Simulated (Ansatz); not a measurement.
Consider CdS (slab).

Input file:

```
crystal:
  lattice:
    - [4.1973182999, 0.0, 0.0]
    - [0.0, 6.8307328223, 0.0]
    - [0.0, 0.0, 27.1166142515]
  atoms:
    - { symbol: Cd, position: [0.0, 0.9997443214, 0.2765832021] }
    - { symbol: S, position: [0.0, 0.6232556786, 0.2765832021] }
    - { symbol: Cd, position: [0.5, 0.4997443214, 0.3212665617] }
    - { symbol: S, position: [0.5, 0.1232556786, 0.3212665617] }
    - { symbol: Cd, position: [0.5, 0.9997443214, 0.4106332808] }
    - { symbol: S, position: [0.5, 0.6232556786, 0.4106332808] }
    - { symbol: Cd, position: [0.0, 0.4997443214, 0.4553166404] }
    - { symbol: S, position: [0.0, 0.1232556786, 0.4553166404] }
    - { symbol: Cd, position: [0.0, 0.9997443214, 0.5446833596] }
    - { symbol: S, position: [0.0, 0.6232556786, 0.5446833596] }
    - { symbol: Cd, position: [0.5, 0.4997443214, 0.5893667192] }
    - { symbol: S, position: [0.5, 0.1232556786, 0.5893667192] }
    - { symbol: Cd, position: [0.5, 0.9997443214, 0.6787334383] }
    - { symbol: S, position: [0.5, 0.6232556786, 0.6787334383] }
    - { symbol: Cd, position: [0.0, 0.4997443214, 0.7234167979] }
    - { symbol: S, position: [0.0, 0.1232556786, 0.7234167979] }
basis:
  ecutwfc: 420
kpoints:
  mp_grid: { grid: [6, 4, 1] }
hamiltonian:
  xc: pbe
scf:
  occupations: { method: gaussian, width: 0.05 }
output:
  forces: true
  eigenvalues: true
  write_density: true
  write_potential: true
  elf: true
  volumetric_format: npy
relax:
  adjacent_minimum: "off"
  f_tol: 0.02
  max_steps: 60
efield:
  axis: 3
  dipole_correction: true
  ramp_width: 0.04
```

Command:

```sh
ansatz run input.yaml --threads 4 --pin off --max-ram 8192MiB --backend cpu --events-out ev --progress --plain --runs-dir out
```

The fields are those of the relaxed geometry.

The calculation used DFT PBE, scalar-relativistic, plane waves, PAW in Ansatz.

What can the converged valence pseudo-density and electron localisation function tell about the bonding?

Answer. Cd–S (2.57 Å): ρ at the midpoint is about 0.39 e/Å³; the ELF peaks at about 0.90 in the valence shell of S, 0.8 Å from its nucleus, and is about 0.35 at the midpoint.
Cd–S (2.62 Å): the density is about 0.35 e/Å³ at the midpoint; the ELF peaks at about 0.90 in the valence shell of S, 0.9 Å from its nucleus, and drops to about 0.15 between the two atoms.

Metal or insulator at this level of theory?

Answer. It is gapped, with a Kohn–Sham gap of 1.4 eV on the k-point mesh, an upper bound to the gap of this method.

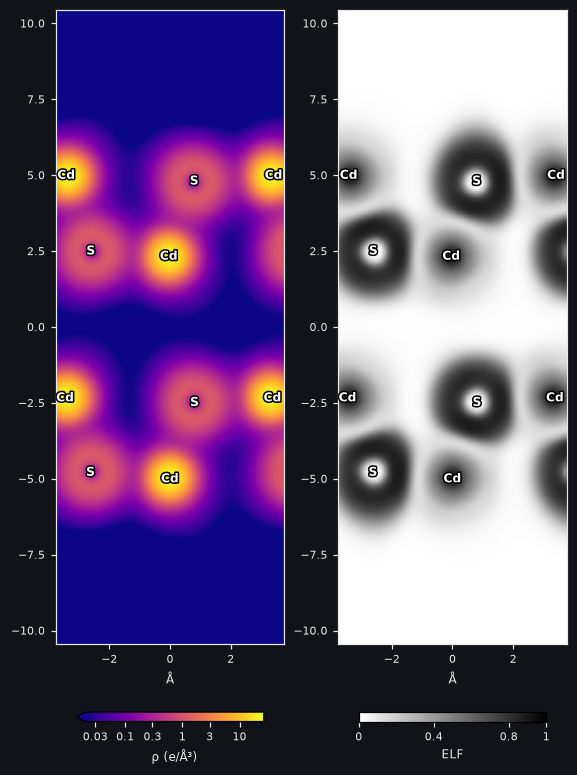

Computed valence pseudo-density and electron localisation function on the (100) plane of the calculation cell, a cut from vacuum to vacuum, in this order. 

The density is the valence pseudo-density of a PAW calculation; it isn't the true density close to the nuclei.
